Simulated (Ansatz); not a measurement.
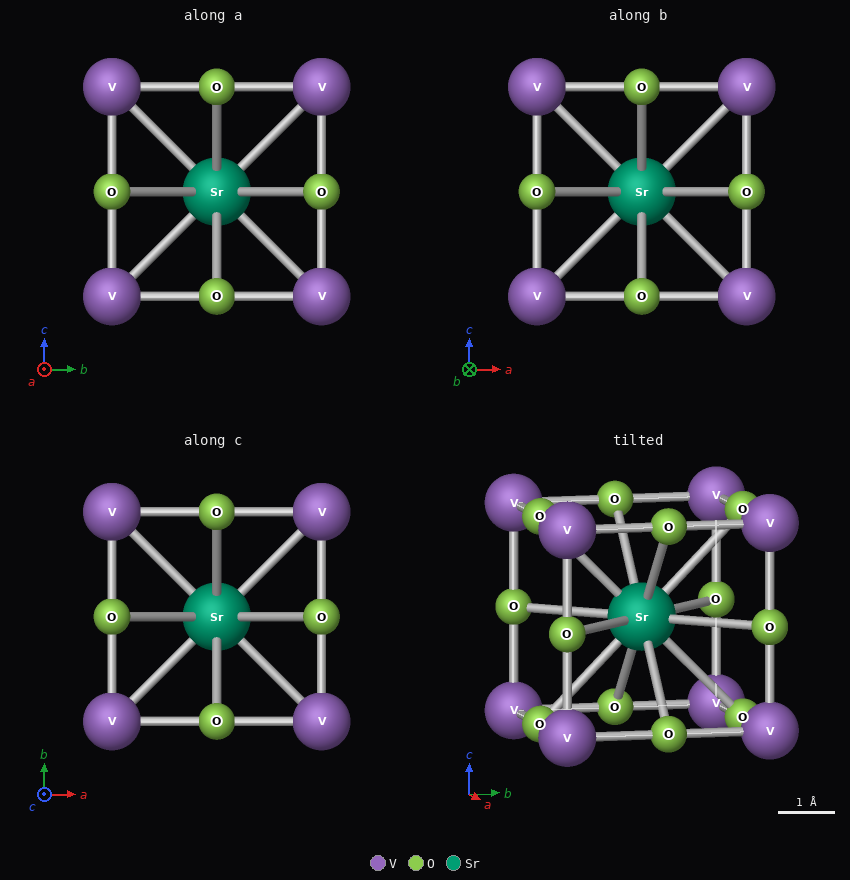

A ball-and-stick rendering, viewed along the a axis, along the b axis, along the c axis and slightly off an axis. The parallelepiped is the conventional unit cell.

Lattice parameters: a = 3.793 Å, b = 3.793 Å, c = 3.793 Å, α = 90.00°, β = 90.00°, γ = 90.00°. Put a along x and b in the xy plane.

**Record the structure as a POSCAR file.**

```
V O Sr
1.0
     3.793    0.000    0.000
     0.000    3.793    0.000
     0.000    0.000    3.793
V O Sr
1 3 1
Direct
  0.0000 0.0000 0.0000
  0.5000 0.0000 0.0000
  0.0000 0.5000 0.0000
  0.0000 0.0000 0.5000
  0.5000 0.5000 0.5000
```

Note that this is a generated cell, made by putting these elements into a known structure type (the compound may or may not exist in this form), and that it hasn't been relaxed. A calculation with Ansatz used it as input.

At this level of theory the cell isn't at rest (compressed, at 6 GPa), so its distances can differ from those at equilibrium, the more so the softer the solid.
